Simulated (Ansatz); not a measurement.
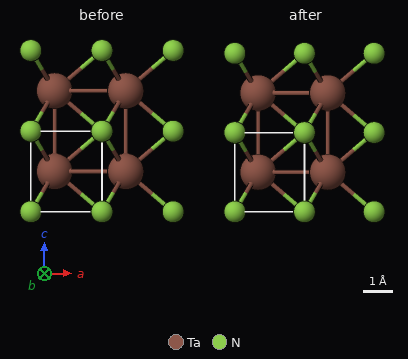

The structure of solid TaN (set up in P-6m2) before (left) and after (right) a relaxation, at one scale.

The picture is a ball-and-stick view of the cell of the calculation, repeated 2 × 1 × 2 with one cell outlined, seen along the b axis.

Case: relaxed at 25 GPa.

Method: DFT PBEsol, scalar-relativistic, plane waves, PAW (Ansatz 0.2.0).

Input
```yaml
crystal:
  lattice:
    - [2.9242701623, 0.0, 0.0]
    - [-1.4621350812, 2.5324922481, 0.0]
    - [0.0, 0.0, 2.8701686363]
  atoms:
    - { symbol: Ta, position: [0.3333333333, 0.6666666667, 0.5] }
    - { symbol: "N", position: [0.0, 0.0, 0.0] }
basis:
  ecutwfc: 420
kpoints:
  mp_grid: { grid: [18, 18, 14] }
hamiltonian:
  xc: pbesol
scf:
  occupations: { method: fermi_dirac, width: 0.15 }
output:
  forces: true
  stress: true
  eigenvalues: true
  write_density: true
  write_potential: true
  elf: true
  volumetric_format: npy
relax:
  adjacent_minimum: "off"
  f_tol: 0.001
  max_steps: 60
  cell: { stress_tol: 0.02, p_target: 25.0 }
```

Command:
```bash
ansatz run input.yaml --threads 1 --pin off --max-ram 3072MiB --backend cpu --events-out ev --progress --plain --runs-dir out
```

Question: Describe what moved and what it gained.

Answer: No atom moves by more than 0.005 Å relative to the cell. The volume changes by −5.9 %, with a = b 2.924 → 2.862 Å (−2.1 %), c 2.870 → 2.820 Å (−1.7 %). Some distances before and after: Ta1–Ta1 2.924 → 2.862 Å, Ta1–Ta1 (another image) 2.870 → 2.820 Å, Ta1–N2 2.216 → 2.172 Å. The space group stays P-6m2 (No. 187). After 4 accepted moves (7 points after the start) the energy has risen by 46.3 meV per atom. With the target pressure of 25 GPa, the enthalpy E + pV changes by −51.4 meV per atom. All forces vanish by symmetry, so only the cell relaxes. Pressure: 0.00 GPa at the start and 25.01 GPa at the end. The line search rejected the trial step at point 1 of the run. At 2 points the geometry stayed and the basis and grid were re-selected for the new cell (energy shift of 1.4 meV per atom at most each time).
